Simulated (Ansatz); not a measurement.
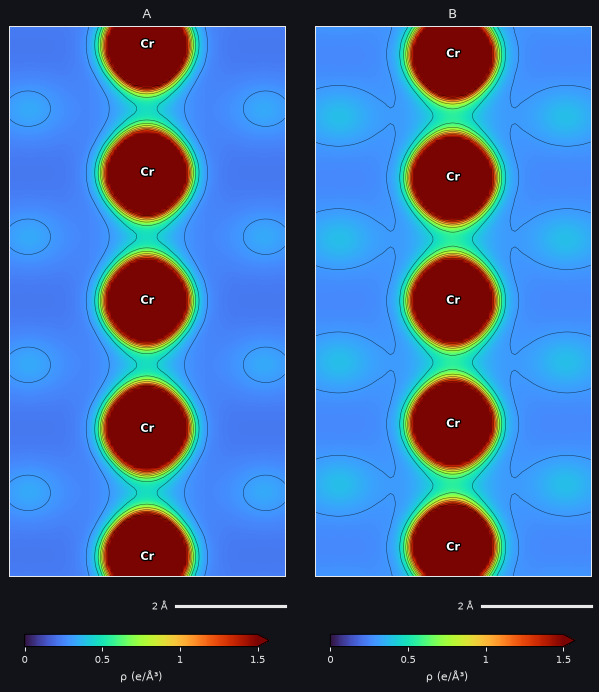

Cr. The valence electron density of two cells that differ in size, on the (010) plane of each (indices in the axes of the calculation cell), at one length scale and on one colour scale: A has 13.0 Å³ an atom and B 11.6.

Method: Ansatz 0.2.0, DFT, m-r2SCAN, plane waves (500 eV) with PAW, scalar-relativistic.

The larger cell:

```
CELL_PARAMETERS angstrom
4.36776 0.00000 0.00000
-2.18388 3.78259 0.00000
0.00000 0.00000 2.35333
ATOMIC_POSITIONS crystal
Cr 0.00000 0.00000 0.00000
Cr 0.33333 0.66667 0.50000
Cr 0.66667 0.33333 0.50000
```

The smaller cell: a = 4.206 Å, b = 4.206 Å, c = 2.266 Å, α = 90.00°, β = 90.00°, γ = 120.00°.

What does the compression do to the bonding and the properties?

From the larger cell to the smaller, Cr–Cr goes from 2.35 to 2.27 Å, and the density at its midpoint from 0.48 to 0.55 e/Å³.
